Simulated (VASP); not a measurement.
Re

```
CELL_PARAMETERS angstrom
3.20398 0.00000 0.00000
0.00000 3.20398 0.00000
0.00000 0.00000 3.20398
ATOMIC_POSITIONS crystal
Re 0.00000 0.00000 0.00000
Re 0.50000 0.50000 0.50000
```

Space group Im-3m; a generated structure, not necessarily the stable one; changed on purpose from its base cell (volume × 1.12); computed pressure about −34 GPa in this cell.

All numbers below come from Kohn-Sham DFT of a periodic cell, PBEsol, VASP PAW PBE potentials, recommended (VASP).

> What will maps of the valence pseudo-density and electron localisation function show?

Re–Re (2.77 Å): ρ is about 0.39 e/Å³ halfway; the ELF is about 0.50 at the midpoint.

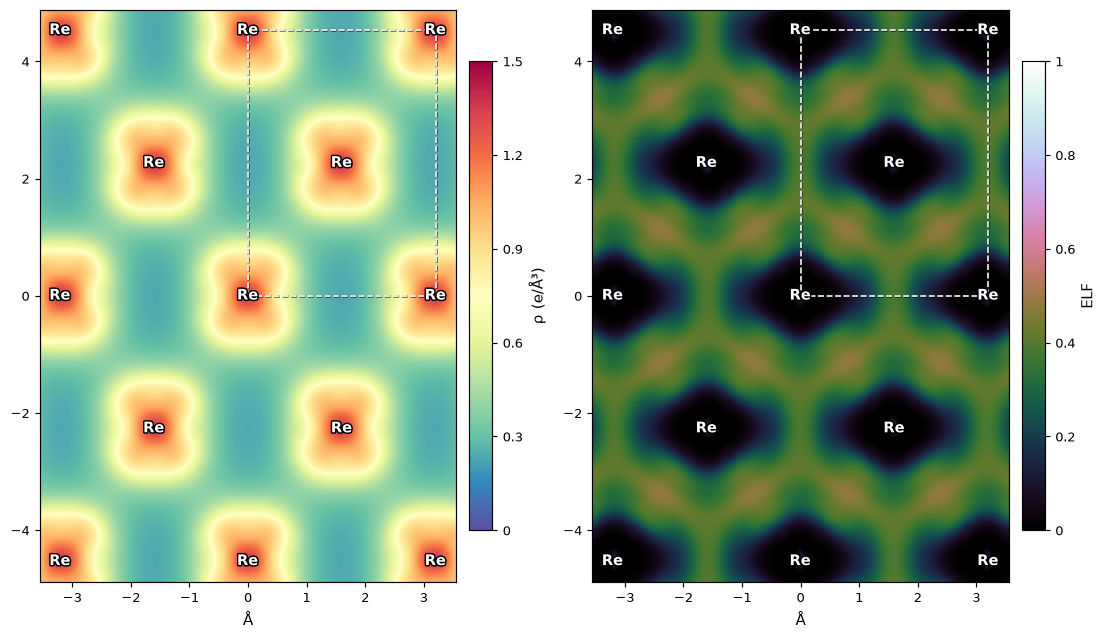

Computed valence pseudo-density and electron localisation function on the (101) plane of the conventional cell, in this order. 

The density is the valence pseudo-density of a PAW calculation; it isn't the true density close to the nuclei.
